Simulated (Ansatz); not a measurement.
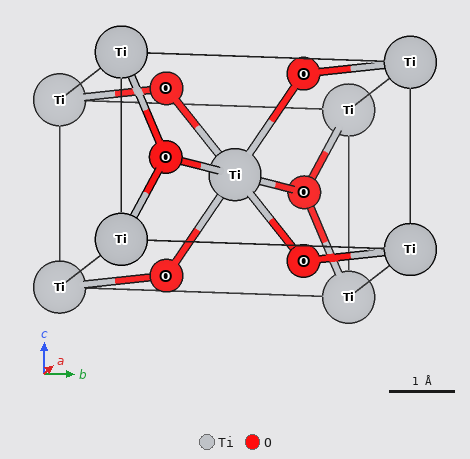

**Figure 1.** The structure as given in the input (ball-and-stick view of the cell of the calculation, seen at an oblique angle). Near neighbours in the crystal (not all of them lie inside the picture): Ti has 6 O at 1.95 to 1.98 Å; O has 3 Ti at 1.95 to 1.98 Å.

**Run report: TiO2, single-point calculation (part 1 of 2)**

The run: single-point calculation of TiO2 (P4₂/mnm, 6 atoms in the cell). Method and program: DFT, HSE06, plane waves, PAW, no spin polarisation (Ansatz 0.2.0).

The structure was built on a prototype by a generator. The geometry comes from this level: r2SCAN. Figures and captions count atoms from 1; the log counts them from 0 in places.

### Input file
```yaml
crystal:
  lattice:
    - [4.5968534828, 0.0, 0.0]
    - [0.0, 4.5968534828, 0.0]
    - [0.0, 0.0, 2.9534912833]
  atoms:
    - { symbol: Ti, position: [0.0, 0.0, 0.0] }
    - { symbol: Ti, position: [0.5, 0.5, 0.5] }
    - { symbol: O, position: [0.3046432215, 0.3046432215, 0.0] }
    - { symbol: O, position: [0.1953567785, 0.8046432215, 0.5] }
    - { symbol: O, position: [0.8046432215, 0.1953567785, 0.5] }
    - { symbol: O, position: [0.6953567785, 0.6953567785, 0.0] }
kpoints:
  mp_grid: { grid: [4, 4, 4] }
  band_path:
    path:
      - [0.0, 0.0, 0.0]
      - [0.0, 0.5, 0.0]
      - [0.5, 0.5, 0.0]
      - [0.0, 0.0, 0.5]
      - [0.0, 0.5, 0.5]
      - [0.5, 0.5, 0.5]
    npoints: 1
hamiltonian:
  xc: hse06
scf:
  occupations: { method: fixed }
  n_extra_bands: 5
output:
  forces: true
  stress: true
  eigenvalues: true
  write_density: true
  write_potential: true
  elf: true
  volumetric_format: npy
```

Run on 4 threads of Arm Neoverse V1, 24 GiB of memory available, shared host.

Launch command:
```bash
ansatz run input.yaml --threads 4 --pin off --max-ram 5529MiB --backend cpu --events-out ev --progress --plain --runs-dir out
```

### Log
```
Warning: output.stress: scf.convergence.dr2_threshold = 1e-7 eV (the SCF's general default) is looser than the 6e-10 eV advised for a printed stress (1e-10 eV for each atom of the cell: 6). What an SCF threshold leaves in a stress goes as its square root, and in the free energy as the threshold itself, and one threshold admits the most on a small cell: of the crystals measured, under no hybrid functional and no lock of the moments, on runs that ended without the residual-converged pass, on stresses that held no estimate of that error, the worst erred by over 100 MPa in a component at 1e-7 eV an atom and by under 5 at 1e-10. Set scf.convergence.dr2_threshold to 6e-10 eV or tighter. The threshold is an SCF's pass mark: one that does not reach it within its budget of iterations ends unconverged, or closes short of it on a stop that the run arms, and scf.convergence.dr2_threshold's page says what that costs each kind of run
Warning: output.stress: scf.exx.energy_threshold = 1e-6 eV is looser than the 6e-8 eV advised for a stress under a hybrid functional (1e-8 eV for each atom of the cell: 6). Every SCF of the exchange loop can meet its threshold on dr2 while the loop round them stops early: no threshold on dr2 bounds what that leaves in the stress. Set scf.exx.energy_threshold to 6e-8 eV or tighter. The threshold is the loop's pass mark: a loop that does not reach it within its budget of cycles ends unconverged, and scf.exx.energy_threshold's page has the law
scf.n_extra_bands = 5 over 24 filled bands (N_el = 48.0): the run solves 29 bands
Engine: ansatz 0.2.0, aarch64-unknown-linux-gnu
Pseudopotentials: kind: paw
Pseudopotential: Ti, paw, valence charge 12, recommended cutoff 420 eV (normal), Ti.paw.azcp
Pseudopotential: O, paw, valence charge 6, recommended cutoff 420 eV (normal), O.paw.azcp
Functional definition: HSE06
  parameter a = 0.25
  parameter omega = 0.11/bohr
  exchange = pbe_x - a*pbe_x_sr(omega) + a*exact_x_sr(omega)
  correlation = pbe_c
davidson cushion auto → on  (no smearing: the cushion is to keep the highest requested band from converging to the state above it; pin scf.eigensolver.cushion to override)
Crystal: 6 atoms, lattice volume = 62.410 Å³
Basis set: ecut = 420 eV, 1217 PW (Γ), exchange–correlation on 64×64×40 points (8 copies of the dense FFT grid, shifted against one another)
Bands: 29, of which v1, the nominal top of the filled ones, is band 24 counted from 1 (23 counted from 0)
Symmetry: 16 space group operations
Space group: P42/mnm (ITA 136), of the structure as read, at distance tolerance 4.0e-5 Å
k-points: 18 of 64
Non-local potential: Ti, projectors of the file, l = 0: 3, l = 1: 2, l = 2: 3, l = 3: 1
Non-local potential: O, projectors of the file, l = 0: 2, l = 1: 2, l = 2: 1
PAW form: soft (Blöchl's): semilocal exchange-correlation on the pseudo side does not see the compensation charge
PAW frozen core: Ti, regenerated for the run's functional, and the local potential with it (the file was generated under x = pbe(κ = 0.804, μ = 0.2195149727645171), c = pbe(β = 0.06672455060314922))
PAW frozen core: O, regenerated for the run's functional, and the local potential with it (the file was generated under x = pbe(κ = 0.804, μ = 0.2195149727645171), c = pbe(β = 0.06672455060314922))
PAW one-centre angular grid: Ti, 590 points (default); XC on 64 Gauss nodes
PAW one-centre angular grid: O, 110 points (default); XC on 96 Gauss nodes
Initial density: superposition of atomic densities (neutral atoms: chi_scale 0, normalization atom), corrected by the library's trained network
Initial wavefunctions: pseudopotential atomic-orbital guess
Functional: x = pbe(κ = 0.804, μ = 0.2195149727645171), c = pbe(β = 0.06672455060314922), warm-up for x = pbe(κ = 0.804, μ = 0.2195149727645171) + 0.25 (exact − pbe) at short range (hse, ω = 0.20786987370883472 Å⁻¹), c = pbe(β = 0.06672455060314922); HSE06 as pw.x's `hse` composes it (authors' and Libxc's form: `xc: wpbeh`)
SCF iter   1: F=—  HF=-7277.274326 eV  |F-HF|=—  |Δ(HF+E_count)|=         —  Δρ=2.08e-3  dr2=1.06e-3  ethr=1.77e-3  ⟨swp⟩=4.7  Hψ=2192  notcnv=0
preconditioner: auto → none  [insulator: Δε(μ)=1.871 eV  Ē_g=9.272 eV  n_scr=18 (ndim 8)  ℏωp=26.6 eV  f_vac=0.018]
SCF iter   2: F=—  HF=-7277.276988 eV  |F-HF|=—  |Δ(HF+E_count)|=   2.66e-3  Δρ=1.22e-3  dr2=4.41e-4  ethr=2.22e-6  ⟨swp⟩=5.2  Hψ=2100  notcnv=0
SCF iter   3: F=—  HF=-7277.277430 eV  |F-HF|=—  |Δ(HF+E_count)|=   4.41e-4  Δρ=1.30e-3  dr2=1.06e-3  ethr=9.19e-7  ⟨swp⟩=4.0  Hψ=1629  notcnv=0
iter 4 solved again at ethr=2.20e-8 eV; its pass at ethr=9.19e-7 eV (dr2=1.06e-5 eV) is discarded
SCF iter   4: F=-7277.277337 eV  HF=-7277.277321 eV  |F-HF|=1.66e-5  |Δ(HF+E_count)|=   1.09e-4  Δρ=2.12e-4  dr2=1.13e-5  ethr=2.20e-8  ⟨swp⟩=3.0  Hψ=2663  notcnv=0
SCF 1 stopped early in 4 iterations: F = -7277.277337 eV  dr2 = 1.13e-5
  greatest PAW one-centre occupation: 0.999 electrons in one spin orbital (limit 2), on the Ti atom at site 1 (counted from 0), in its partial waves of l = 0
Initial density: handed on by an earlier stage of this run
Initial wavefunctions: those handed on with the density
Functional: x = pbe(κ = 0.804, μ = 0.2195149727645171) + 0.25 (exact − pbe) at short range (hse, ω = 0.20786987370883472 Å⁻¹), c = pbe(β = 0.06672455060314922); HSE06 as pw.x's `hse` composes it (authors' and Libxc's form: `xc: wpbeh`)
Exchange kernel: α = 0.2500, screened, ω = 0.2079 Å⁻¹, Wigner–Seitz truncation, v(0) = 1019.0400 eV·Å³, q-mesh 4×4×4, nearest image of the exchange supercell L = 11.81 Å, pair-density grid 30×30×20, without the augmentation charges, whose exchange is taken in its separable form by FFT convolution over the k-point mesh (sized by the pseudopotential files, 32×32×20 at the most), smooth part of the exact exchange by density-matrix convolution
Frozen-core exchange: fock
SCF iter   1: F=—  HF=-7276.055869 eV  |F-HF|=—  |Δ(HF+E_count)|=         —  Δρ=3.49e-2  dr2=1.06e0  ethr=2.35e-7  ⟨swp⟩=8.2  Hψ=3274  notcnv=0
preconditioner: auto → none  [insulator: Δε(μ)=4.270 eV  Ē_g=12.257 eV  n_scr=18 (ndim 8)  ℏωp=26.6 eV  f_vac=0.018]
SCF iter   2: F=—  HF=-7275.911703 eV  |F-HF|=—  |Δ(HF+E_count)|=   1.44e-1  Δρ=3.40e-2  dr2=7.02e-1  ethr=2.35e-7  ⟨swp⟩=7.3  Hψ=3073  notcnv=0
SCF iter   3: F=—  HF=-7275.764904 eV  |F-HF|=—  |Δ(HF+E_count)|=   1.47e-1  Δρ=4.75e-3  dr2=1.84e-2  ethr=2.35e-7  ⟨swp⟩=7.0  Hψ=2834  notcnv=0
SCF iter   4: F=—  HF=-7275.816584 eV  |F-HF|=—  |Δ(HF+E_count)|=   5.17e-2  Δρ=4.43e-3  dr2=1.63e-2  ethr=2.35e-7  ⟨swp⟩=4.9  Hψ=2224  notcnv=0
SCF iter   5: F=—  HF=-7275.812282 eV  |F-HF|=—  |Δ(HF+E_count)|=   4.30e-3  Δρ=8.12e-4  dr2=1.92e-4  ethr=2.35e-7  ⟨swp⟩=5.0  Hψ=2206  notcnv=0
SCF iter   6: F=—  HF=-7275.813266 eV  |F-HF|=—  |Δ(HF+E_count)|=   9.84e-4  Δρ=4.05e-4  dr2=9.16e-5  ethr=2.35e-7  ⟨swp⟩=3.9  Hψ=1684  notcnv=0
SCF iter   7: F=-7275.813240 eV  HF=-7275.813242 eV  |F-HF|=2.59e-6  |Δ(HF+E_count)|=   2.37e-5  Δρ=6.80e-5  dr2=3.33e-6  ethr=1.88e-7  ⟨swp⟩=3.0  Hψ=1210  notcnv=0
SCF 2 stopped early in 7 iterations: F = -7275.813240 eV  dr2 = 3.33e-6
  Residual-converged pass: ⟨swp⟩=3.9  Hψ=1769  notcnv=0  max |occ|·‖R‖ = 6.5e-6 eV (tolerance 6.7e-6 eV)  dr2=3.23e-6  dr2_onsite=2.64e-7  max |Δocc| = 0.0e0
  greatest PAW one-centre occupation: 1.000 electrons in one spin orbital (limit 2), on the Ti atom at site 1 (counted from 0), in its partial waves of l = 0
hybrid outer 1: dexx = +6.158e-2 eV, tail = 1.70e-4 eV
Exchange kernel: α = 0.2500, screened, ω = 0.2079 Å⁻¹, Wigner–Seitz truncation, v(0) = 1019.0400 eV·Å³, q-mesh 4×4×4, nearest image of the exchange supercell L = 11.81 Å, pair-density grid 30×30×20, without the augmentation charges, whose exchange is taken in its separable form by FFT convolution over the k-point mesh (sized by the pseudopotential files, 32×32×20 at the most), smooth part of the exact exchange by density-matrix convolution
Frozen-core exchange: fock
SCF iter   1: F=—  HF=-7275.812174 eV  |F-HF|=—  |Δ(HF+E_count)|=         —  Δρ=2.28e-4  dr2=3.01e-5  ethr=1.77e-6  ⟨swp⟩=3.0  Hψ=1309  notcnv=0
preconditioner: auto → none  [insulator: Δε(μ)=3.390 eV  Ē_g=11.498 eV  n_scr=18 (ndim 8)  ℏωp=26.6 eV  f_vac=0.020]
SCF iter   2: F=—  HF=-7275.812168 eV  |F-HF|=—  |Δ(HF+E_count)|=   6.28e-6  Δρ=3.99e-5  dr2=1.11e-6  ethr=5.94e-8  ⟨swp⟩=3.8  Hψ=1410  notcnv=0
SCF iter   3: F=—  HF=-7275.812174 eV  |F-HF|=—  |Δ(HF+E_count)|=   5.62e-6  Δρ=2.18e-5  dr2=1.31e-7  ethr=1.02e-9  ⟨swp⟩=4.7  Hψ=1801  notcnv=0  defer=5
SCF iter   4: F=—  HF=-7275.812174 eV  |F-HF|=—  |Δ(HF+E_count)|=   3.48e-8  Δρ=1.81e-6  dr2=5.00e-8  ethr=2.24e-10  ⟨swp⟩=3.1  Hψ=1238  notcnv=0
SCF iter   5: F=—  HF=-7275.812174 eV  |F-HF|=—  |Δ(HF+E_count)|=   3.66e-7  Δρ=8.92e-6  dr2=3.15e-8  ethr=2.18e-12  ⟨swp⟩=6.8  Hψ=2327  notcnv=0  defer=7
SCF iter   6: F=—  HF=-7275.812174 eV  |F-HF|=—  |Δ(HF+E_count)|=   9.18e-9  Δρ=4.33e-7  dr2=8.20e-9  ethr=2.18e-12  ⟨swp⟩=4.5  Hψ=1967  notcnv=0
SCF iter   7: F=—  HF=-7275.812174 eV  |F-HF|=—  |Δ(HF+E_count)|=   3.60e-8  Δρ=2.56e-6  dr2=2.60e-9  ethr=1.34e-12 (applied; sched 1.00e-12)  ⟨swp⟩=6.0  Hψ=1957  notcnv=0
SCF iter   8: F=-7275.812174 eV  HF=-7275.812174 eV  |F-HF|=1.74e-10  |Δ(HF+E_count)|=   3.74e-9  Δρ=1.04e-6  dr2=2.65e-10  ethr=1.18e-12 (applied; sched 1.00e-12)  ⟨swp⟩=6.3  Hψ=1661  notcnv=0
SCF 3 converged in 8 iterations: F = -7275.812174 eV  dr2 = 2.65e-10
  Residual-converged pass: ⟨swp⟩=2.1  Hψ=1034  notcnv=0  max |occ|·‖R‖ = 7.6e-7 eV (tolerance 7.7e-7 eV)  dr2=2.64e-10  dr2_onsite=3.19e-11  max |Δocc| = 0.0e0
```

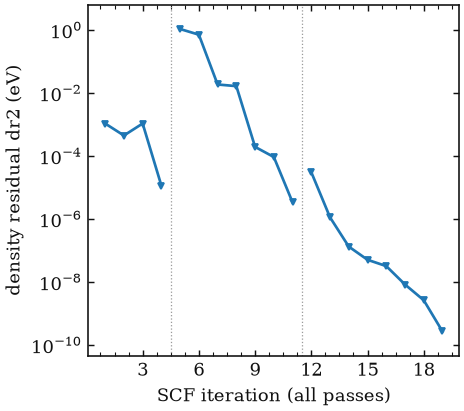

**Figure 2.** Convergence of the self-consistent field: density residual dr2 against the SCF iteration. The run starts with a semilocal functional; after that each stretch between dotted lines is one SCF of the hybrid functional between two exact rebuilds of the exchange operator by the outer loop. Early passes are stopped at a loose threshold. The passes take 4, 7 and 8 iterations.

```
hybrid outer 2: dexx = +8.024e-6 eV, tail = 6.79e-8 eV, Δε = 5.08e-3 eV (about 1.20e-4 eV left of the loop's levels), ΔF = 7.23e-3 eV/Å (tail 8.70e-4)
NSCF: frozen V_eff on 6 k-points
hybrid SCF converged: 2 outer / 15 inner (+4 warm-up), last move |dexx| = 8.02e-6 eV, tail = 6.79e-8 eV
Stability not checked: this state was not tested for a lower state beside it, because the functional holds exact exchange (a hybrid, or Hartree-Fock), whose exchange loop this test does not read (fock_operator; see scf.lower_state_search)
Free energy (F): -7275.812175 eV
Frozen-core exchange: fock
Harris-Foulkes:  -7275.812175 eV  (|F-HF|=1.74e-10)
Internal energy: -7275.812175 eV  (E = F + TS)
E sigma→0 (E₀):  -7275.812175 eV
Fermi energy:    8.191154 eV
--- Per-component energies (eV) ---
  E_band       = -505.752440
  E_kinetic    = 1249.663726
  E_local      = -3063.399176  (includes V_loc(G=0)·N_el)
  E_nonlocal   = 185.207204
  E_hartree    = 1161.070676
  E_xc         = -396.707875
  E_vxc        = -498.046385  (∫ρ·V_xc dr)
  E_exx        = -157.049202  (= α·E_x^exact, valence–valence)
  E_paw        = -2658.235996  (= ΣΔE_a)
  E_vpaw       = -387.230514  (= ΣTr[D̂ρ^β])
  E_aug_tail   = 0.010023  (compensation charges beyond the density's cutoff)
  E_ewald      = -3595.921040
  E_core_change = -0.450516  (= ΣΔE_core)
  E_smearing   = -0.000000  (= −TS)
  E_closure    = 0.000000  (closes the sum)
  Σ components = -7275.812175   (vs F -7275.812175, Δ=0.00e0)
--- Forces (eV/Å), atoms counted from 1 ---
  atom   1  Ti     0.00000000    -0.00000000    -0.00000000
  atom   2  Ti    -0.00000000     0.00000000    -0.00000000
  atom   3  O      0.10027680     0.10027680    -0.00000000
  atom   4  O     -0.10027680     0.10027680     0.00000000
  atom   5  O      0.10027680    -0.10027680    -0.00000000
  atom   6  O     -0.10027680    -0.10027680     0.00000000
  max |Σ_I F_I| component: 4.16e-17 eV/Å
```
